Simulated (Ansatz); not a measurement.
# SiO2 (P4_2/mnm): the host for defect calculations, part 3 of 3

Before any defect goes in: SiO2 (P4_2/mnm) at rest, and how it screens a charge.

Ansatz 0.2.0; plane-wave PAW DFT, r2SCAN; relaxation of the host's cell and atoms; PAW set soft_1 (the session's first sound run).

So far. Step 3 (Dielectric tensors of the host): The principal values of the electronic dielectric tensor are 3.41, 3.41 and 3.58. The principal values of the static dielectric tensor are 9.01, 11.60 and 11.60.

## 7. Defect free supercell relaxed from displaced atoms

This step: plane-wave PAW DFT, r2SCAN; relaxation of the defect-free supercell from random displacements, a test of the host's stability; PAW set soft_1 (Ansatz 0.2.0).

Contents of pristine.rattled/input.yaml:

```yaml
crystal:
  lattice:
    - [0.0, 8.3695907132, 5.3368094992]
    - [8.3695907132, 0.0, 5.3368094992]
    - [8.3695907132, 8.3695907132, 0.0]
  atoms:
    - { symbol: Si, position: [0.0, 0.0, 0.0] }
    - { symbol: Si, position: [0.25, 0.25, 0.25] }
    - { symbol: Si, position: [0.125, 0.125, 0.125] }
    - { symbol: Si, position: [0.375, 0.375, 0.375] }
    - { symbol: O, position: [0.0, 0.0, 0.1530516746] }
    - { symbol: O, position: [0.25, 0.25, 0.4030516747] }
    - { symbol: O, position: [0.0, 0.0, 0.3469483253] }
    - { symbol: O, position: [0.25, 0.25, 0.0969483254] }
    - { symbol: O, position: [0.0280516746, 0.2219483254, 0.375] }
    - { symbol: O, position: [0.2780516747, 0.4719483254, 0.125] }
    - { symbol: O, position: [0.2219483254, 0.0280516746, 0.375] }
    - { symbol: O, position: [0.4719483254, 0.2780516747, 0.125] }
    - { symbol: Si, position: [0.0, 0.0, 0.5] }
    - { symbol: Si, position: [0.25, 0.25, 0.75] }
    - { symbol: Si, position: [0.125, 0.125, 0.625] }
    - { symbol: Si, position: [0.375, 0.375, 0.875] }
    - { symbol: O, position: [0.0, 0.0, 0.6530516746] }
    - { symbol: O, position: [0.25, 0.25, 0.9030516746] }
    - { symbol: O, position: [0.0, 0.0, 0.8469483254] }
    - { symbol: O, position: [0.25, 0.25, 0.5969483254] }
    - { symbol: O, position: [0.0280516746, 0.2219483254, 0.875] }
    - { symbol: O, position: [0.2780516747, 0.4719483254, 0.625] }
    - { symbol: O, position: [0.2219483254, 0.0280516746, 0.875] }
    - { symbol: O, position: [0.4719483254, 0.2780516747, 0.625] }
    - { symbol: Si, position: [0.0, 0.5, 0.0] }
    - { symbol: Si, position: [0.25, 0.75, 0.25] }
    - { symbol: Si, position: [0.125, 0.625, 0.125] }
    - { symbol: Si, position: [0.375, 0.875, 0.375] }
    - { symbol: O, position: [0.0, 0.5, 0.1530516746] }
    - { symbol: O, position: [0.25, 0.75, 0.4030516747] }
[... 60 atom lines left out ...]
    - { symbol: O, position: [0.5, 0.5, 0.8469483254] }
    - { symbol: O, position: [0.75, 0.75, 0.5969483254] }
    - { symbol: O, position: [0.5280516746, 0.7219483254, 0.875] }
    - { symbol: O, position: [0.7780516746, 0.9719483254, 0.625] }
    - { symbol: O, position: [0.7219483254, 0.5280516746, 0.875] }
    - { symbol: O, position: [0.9719483254, 0.7780516746, 0.625] }
basis:
  ecutwfc: 500
  xc_grid: 2
hamiltonian:
  xc: r2scan
  pseudopotentials: { kind: paw, azcp: { folder: soft_1 } }
kpoints:
  mp_grid: { grid: [1, 1, 1], shift: [0.25, 0.25, 0.25] }
scf:
  occupations: { method: fermi_dirac, width: 0.01 }
  max_iter: 80
output:
  forces: true
relax:
  f_tol: 0.01
  max_steps: 120
  random_displacement: { amplitude: 0.08, seed: 8051 }
checkpoint:
  write: "../pristine.rattled.run"
  compress: false
  write_wavefunctions: false
  write_every: 100000
```

The run is started by

```console
$ ansatz run input.yaml --threads 8 --pin off --max-ram 22609MiB --backend cpu --events-out ev --progress --plain --runs-dir out
```

Numbers of over 12 decimals in the logs are rounded to 6 here.

The program printed:

```text
[...]
Crystal: 96 atoms, lattice volume = 747.688 Å³
Basis set: ecut = 500 eV, 18959 PW (Γ), exchange–correlation on 150×150×180 points (8 copies of the dense FFT grid, shifted against one another)
Bands: 352, of which v1, the nominal top of the filled ones, is band 256 counted from 1 (255 counted from 0)
Symmetry: 1 space group operations
k-points: 1
[...]
SCF iter   1: F=—  HF=-56960.104756 eV  |F-HF|=—  |Δ(HF+E_count)|=         —  Δρ=1.50e-1  dr2=1.40e2  dr2_τ=1.84e1  ethr=3.10e-3  ⟨swp⟩=6.0  Hψ=1573  notcnv=0  defer=71
[...]
SCF iter   8: F=-56940.722965 eV  HF=-56940.722965 eV  |F-HF|=1.15e-7  |Δ(HF+E_count)|=   1.91e-7  Δρ=1.34e-5  dr2=7.20e-7  dr2_τ=1.23e-7  ethr=4.88e-10  ⟨swp⟩=5.0  Hψ=1014  notcnv=0
SCF 1 converged in 8 iterations: F = -56940.722965 eV  dr2 = 7.20e-7
[...]
relax step   1: F+E_penalty+E_count = -56940.72296526 eV  Δ(F+E_penalty+E_count) = +0.000e0 eV  max|allowed force component| = 3.793e0 eV/Å  Δτ_max = 0.0000 Å  (8 SCF iters, dr2 threshold 2.50e-6 eV, accepted)
[...]
relax step   2: F+E_penalty+E_count = -56945.97648255 eV  Δ(F+E_penalty+E_count) = -5.254e0 eV  max|allowed force component| = 2.686e0 eV/Å  Δτ_max = 0.0643 Å  (6 SCF iters, dr2 threshold 1.00e-4 eV, accepted)
relax step   3: F+E_penalty+E_count = -56949.16839446 eV  Δ(F+E_penalty+E_count) = -3.192e0 eV  max|allowed force component| = 4.077e-2 eV/Å  Δτ_max = 0.0885 Å  (6 SCF iters, dr2 threshold 1.00e-4 eV, accepted)
relax step   4: F+E_penalty+E_count = -56949.16839767 eV  Δ(F+E_penalty+E_count) = -3.212e-6 eV  max|allowed force component| = 4.082e-2 eV/Å  Δτ_max = 0.0000 Å  (4 SCF iters, accepted)
relax step   5: F+E_penalty+E_count = -56949.16930850 eV  Δ(F+E_penalty+E_count) = -9.108e-4 eV  max|allowed force component| = 7.868e-4 eV/Å  Δτ_max = 0.0023 Å  (6 SCF iters, dr2 threshold 1.04e-7 eV, accepted)
[...]
SCF iter   2: F=-56949.169308 eV  HF=-56949.169308 eV  |F-HF|=7.28e-12  |Δ(HF+E_count)|=  4.15e-10  Δρ=6.13e-7  dr2=1.27e-9  dr2_τ=1.11e-10  ethr=1.00e-12  ⟨swp⟩=2.0  Hψ=557  notcnv=0
SCF 6 converged in 2 iterations: F = -56949.169308 eV  dr2 = 1.27e-9
relax step   6: F+E_penalty+E_count = -56949.16930850 eV  Δ(F+E_penalty+E_count) = -5.966e-10 eV  max|allowed force component| = 7.854e-4 eV/Å  Δτ_max = 0.0000 Å  (2 SCF iters, accepted)
[...]
SCF iter   2: F=-56949.169308 eV  HF=-56949.169308 eV  |F-HF|=4.37e-11  |Δ(HF+E_count)|=  1.09e-10  Δρ=3.20e-7  dr2=4.00e-10  dr2_τ=3.39e-11  ethr=1.00e-12  ⟨swp⟩=2.0  Hψ=612  notcnv=0
SCF 7 converged in 2 iterations: F = -56949.169308 eV  dr2 = 4.00e-10
SCF converged after 2 iterations
Free energy (F): -56949.169308 eV
[...]
Internal energy: -56949.169308 eV  (E = F + TS)
E sigma→0 (E₀):  -56949.169308 eV
Fermi energy:    13.460190 eV
[...]
--- Forces (eV/Å), atoms counted from 1 ---
  atom   1  Si     0.00042371     0.00050372    -0.00041417
  atom   2  Si    -0.00010730     0.00011616     0.00017963
  atom   3  Si     0.00012031     0.00024824    -0.00012424
  atom   4  Si    -0.00001240     0.00043525     0.00019192
  atom   5  O      0.00015418    -0.00021559    -0.00022878
  atom   6  O      0.00020916    -0.00012600     0.00003148
  atom   7  O      0.00002648     0.00007900     0.00020604
  atom   8  O     -0.00008563    -0.00041290     0.00030888
  atom   9  O      0.00011210     0.00014431    -0.00000988
  atom  10  O      0.00034361     0.00017454     0.00002264
  atom  11  O     -0.00014154    -0.00031056    -0.00004076
  atom  12  O     -0.00038043     0.00008411    -0.00037435
  atom  13  Si     0.00017514     0.00011495     0.00007533
  atom  14  Si     0.00029386    -0.00028302    -0.00008943
  atom  15  Si     0.00011115     0.00029542    -0.00027860
  atom  16  Si    -0.00008318     0.00074478    -0.00018258
  atom  17  O      0.00003036    -0.00000580     0.00062764
  atom  18  O     -0.00002072    -0.00019896     0.00029306
  atom  19  O     -0.00017743    -0.00009160     0.00028436
  atom  20  O     -0.00020699    -0.00013358    -0.00006175
  atom  21  O      0.00014096     0.00004200     0.00015218
  atom  22  O      0.00018203     0.00001180    -0.00045855
  atom  23  O      0.00004150     0.00000427    -0.00006768
  atom  24  O     -0.00001517     0.00012693     0.00011652
  atom  25  Si     0.00021149     0.00046056     0.00039386
  atom  26  Si     0.00071194     0.00018565    -0.00040210
  atom  27  Si    -0.00039469     0.00038673     0.00020022
  atom  28  Si    -0.00053101     0.00045123     0.00038003
  atom  29  O     -0.00011043    -0.00000672    -0.00008124
  atom  30  O     -0.00021859    -0.00022951    -0.00005759
  atom  31  O     -0.00011964    -0.00012210     0.00020981
  atom  32  O     -0.00015164     0.00027456     0.00010330
  atom  33  O     -0.00006336     0.00021283     0.00032360
  atom  34  O     -0.00045041     0.00018245     0.00005902
  atom  35  O     -0.00022850     0.00004308     0.00008710
  atom  36  O     -0.00038499     0.00005476    -0.00003434
  atom  37  Si     0.00039033    -0.00016288    -0.00028571
  atom  38  Si     0.00006942     0.00033096     0.00027120
  atom  39  Si     0.00003587     0.00066900     0.00051350
  atom  40  Si     0.00049119    -0.00009139     0.00023132
[...]
atom  85  Si     0.00030815    -0.00019311     0.00028633
  atom  86  Si    -0.00036519    -0.00040859     0.00001455
  atom  87  Si    -0.00002922     0.00016875    -0.00041197
  atom  88  Si    -0.00037645     0.00007234    -0.00058560
  atom  89  O     -0.00037911    -0.00060548     0.00010556
  atom  90  O      0.00021845     0.00016115     0.00011039
  atom  91  O     -0.00016431    -0.00024429    -0.00016262
  atom  92  O     -0.00000928     0.00010495    -0.00025729
  atom  93  O      0.00001254     0.00044205     0.00002585
  atom  94  O     -0.00000771     0.00031942     0.00032737
  atom  95  O      0.00007501     0.00029585    -0.00018534
  atom  96  O      0.00031736    -0.00027843    -0.00004526
  max |Σ_I F_I| component: 8.36e-3 eV/Å
--- Relaxed structure (6 steps of the walk, 6 accepted, 0 SCFs on fresh bases) ---
  F+E_penalty+E_count = -56949.16930850 eV   max|allowed force component| = 7.854e-4 eV/Å
  atoms:
    - { symbol: Si, position: [0.000370, -0.000312, 0.000940] }
    - { symbol: Si, position: [0.250370, 0.249683, 0.250945] }
    - { symbol: Si, position: [0.125372, 0.124681, 0.125945] }
    - { symbol: Si, position: [0.375371, 0.374684, 0.375943] }
    - { symbol: O, position: [0.000382, -0.000309, 0.154072] }
    - { symbol: O, position: [0.250378, 0.249691, 0.404077] }
    - { symbol: O, position: [0.000361, -0.000324, 0.347816] }
    - { symbol: O, position: [0.250363, 0.249671, 0.097816] }
    - { symbol: O, position: [0.028514, 0.221549, 0.375941] }
    - { symbol: O, position: [0.278504, 0.471539, 0.125947] }
    - { symbol: O, position: [0.222232, 0.027828, 0.375947] }
    - { symbol: O, position: [0.472226, 0.277824, 0.125948] }
    - { symbol: Si, position: [0.000365, -0.000314, 0.500945] }
    - { symbol: Si, position: [0.250374, 0.249681, 0.750944] }
    - { symbol: Si, position: [0.125371, 0.124683, 0.625944] }
    - { symbol: Si, position: [0.375369, 0.374684, 0.875945] }
    - { symbol: O, position: [0.000373, -0.000310, 0.654079] }
    - { symbol: O, position: [0.250379, 0.249689, 0.904078] }
    - { symbol: O, position: [0.000361, -0.000324, 0.847816] }
    - { symbol: O, position: [0.250363, 0.249677, 0.597812] }
    - { symbol: O, position: [0.028517, 0.221550, 0.875938] }
    - { symbol: O, position: [0.278509, 0.471540, 0.625948] }
    - { symbol: O, position: [0.222235, 0.027828, 0.875939] }
    - { symbol: O, position: [0.472226, 0.277823, 0.625947] }
    - { symbol: Si, position: [0.000367, 0.499684, 0.000945] }
    - { symbol: Si, position: [0.250376, 0.749683, 0.250939] }
    - { symbol: Si, position: [0.125365, 0.624684, 0.125946] }
    - { symbol: Si, position: [0.375365, 0.874685, 0.375948] }
    - { symbol: O, position: [0.000374, 0.499693, 0.154077] }
    - { symbol: O, position: [0.250378, 0.749692, 0.404078] }
    - { symbol: O, position: [0.000360, 0.499675, 0.347818] }
    - { symbol: O, position: [0.250360, 0.749677, 0.097812] }
    - { symbol: O, position: [0.028517, 0.721548, 0.375939] }
    - { symbol: O, position: [0.278505, 0.971539, 0.125952] }
    - { symbol: O, position: [0.222235, 0.527829, 0.375941] }
    - { symbol: O, position: [0.472227, 0.777823, 0.125947] }
    - { symbol: Si, position: [0.000371, 0.499686, 0.500944] }
    - { symbol: Si, position: [0.250371, 0.749681, 0.750945] }
    - { symbol: Si, position: [0.125369, 0.624683, 0.625945] }
    - { symbol: Si, position: [0.375373, 0.874680, 0.875942] }
    - { symbol: O, position: [0.000379, 0.499693, 0.654074] }
    - { symbol: O, position: [0.250378, 0.749691, 0.904076] }
    - { symbol: O, position: [0.000361, 0.499680, 0.847814] }
    - { symbol: O, position: [0.250361, 0.749675, 0.597816] }
    - { symbol: O, position: [0.028515, 0.721546, 0.875942] }
    - { symbol: O, position: [0.278507, 0.971539, 0.625950] }
    - { symbol: O, position: [0.222233, 0.527825, 0.875946] }
    - { symbol: O, position: [0.472227, 0.777822, 0.625950] }
    - { symbol: Si, position: [0.500368, -0.000312, 0.000943] }
    - { symbol: Si, position: [0.750371, 0.249685, 0.250943] }
    - { symbol: Si, position: [0.625366, 0.124687, 0.125945] }
    - { symbol: Si, position: [0.875368, 0.374686, 0.375947] }
    - { symbol: O, position: [0.500373, -0.000306, 0.154078] }
    - { symbol: O, position: [0.750378, 0.249695, 0.404077] }
    - { symbol: O, position: [0.500361, -0.000322, 0.347815] }
    - { symbol: O, position: [0.750362, 0.249681, 0.097810] }
    - { symbol: O, position: [0.528517, 0.221550, 0.375937] }
    - { symbol: O, position: [0.778507, 0.471539, 0.125948] }
    - { symbol: O, position: [0.722236, 0.027831, 0.375937] }
    - { symbol: O, position: [0.972228, 0.277820, 0.125949] }
    - { symbol: Si, position: [0.500369, -0.000312, 0.500941] }
    - { symbol: Si, position: [0.750371, 0.249684, 0.750944] }
    - { symbol: Si, position: [0.625364, 0.124689, 0.625945] }
    - { symbol: Si, position: [0.875369, 0.374686, 0.875944] }
[...]
- { symbol: Si, position: [0.500368, 0.499687, 0.000939] }
    - { symbol: Si, position: [0.750368, 0.749686, 0.250946] }
    - { symbol: Si, position: [0.625371, 0.624683, 0.125944] }
    - { symbol: Si, position: [0.875373, 0.874684, 0.375942] }
[...]
- { symbol: O, position: [0.528515, 0.721552, 0.375940] }
    - { symbol: O, position: [0.778506, 0.971542, 0.125947] }
    - { symbol: O, position: [0.722231, 0.527830, 0.375942] }
    - { symbol: O, position: [0.972225, 0.777820, 0.125948] }
    - { symbol: Si, position: [0.500368, 0.499687, 0.500944] }
    - { symbol: Si, position: [0.750373, 0.749684, 0.750945] }
    - { symbol: Si, position: [0.625374, 0.624685, 0.625944] }
    - { symbol: Si, position: [0.875370, 0.874684, 0.875946] }
    - { symbol: O, position: [0.500378, 0.499692, 0.654078] }
    - { symbol: O, position: [0.750378, 0.749691, 0.904077] }
    - { symbol: O, position: [0.500363, 0.499677, 0.847815] }
    - { symbol: O, position: [0.750365, 0.749680, 0.597810] }
    - { symbol: O, position: [0.528515, 0.721552, 0.875936] }
    - { symbol: O, position: [0.778502, 0.971540, 0.625951] }
    - { symbol: O, position: [0.722234, 0.527832, 0.875937] }
    - { symbol: O, position: [0.972228, 0.777821, 0.625948] }
```

It took 78 s on 8 threads of Arm Neoverse V2, shared host; peak memory 2.2 GiB.

Step by step:

```tsv
step	energy less that of the first step (eV)	largest force component (eV/Å)
1	0.0000	3.7932
2	-5.2535	2.6861
3	-8.4454	0.0408
4	-8.4454	0.0408
5	-8.4463	0.0008
6	-8.4463	0.0008
```

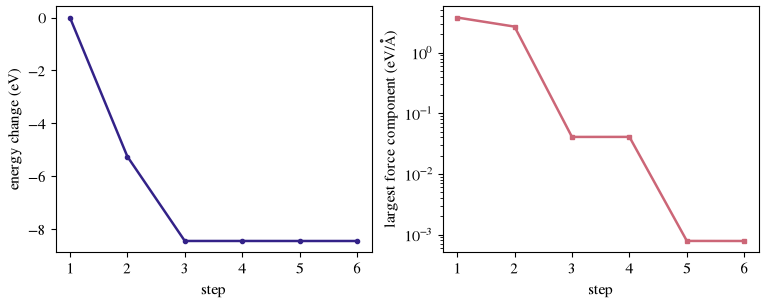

Energy and largest force along the relaxation.

The relaxation ends 88 meV an atom lower than the displaced start, with a largest force component of 7.8e-4 eV/Å.

## 8. Results

* primitive cell vectors, lengths: 4.185, 4.185, 2.668 Å
* electronic dielectric constant: principal values (3.41, 3.41, 3.58)
* static dielectric constant: principal values (9.01, 11.60, 11.60)
* gap on the k-mesh of the response run (PBEsol): 5.52 eV
* supercell relaxed in its symmetry less the displaced and relaxed one: 0.000 eV
* energy an atom at one point at (¼, ¼, ¼) less that on the dense mesh: 0.004 eV

**Reading.** Step 7: The energy fell by 8.446 eV from the randomly displaced start; the atoms end within 0.005 Å of the sites as typed, once the mean shift is taken out. The displaced cell ends within 0.01 eV of the symmetric one relaxed in its symmetry, so no lower structure shows in this supercell. The k-mesh can miss the band edges, so this gap is an upper bound at this level. All at zero temperature.

[Logs are printed without paths, hosts, clocks, repeated set-up lines and the standing remarks that a program may print on its own settings, such as how far it seeks lower states.]

[Hosts, paths, dates, database ids (printed as entryN), source tags and the programs' standing remarks are cut or masked in the printed files.]

[Runs of the host that timed out are not shown.]

[For some hosts the program warned that the k-mesh of the response run may be too coarse for force constants and the static dielectric constant; such warnings are not always shown.]
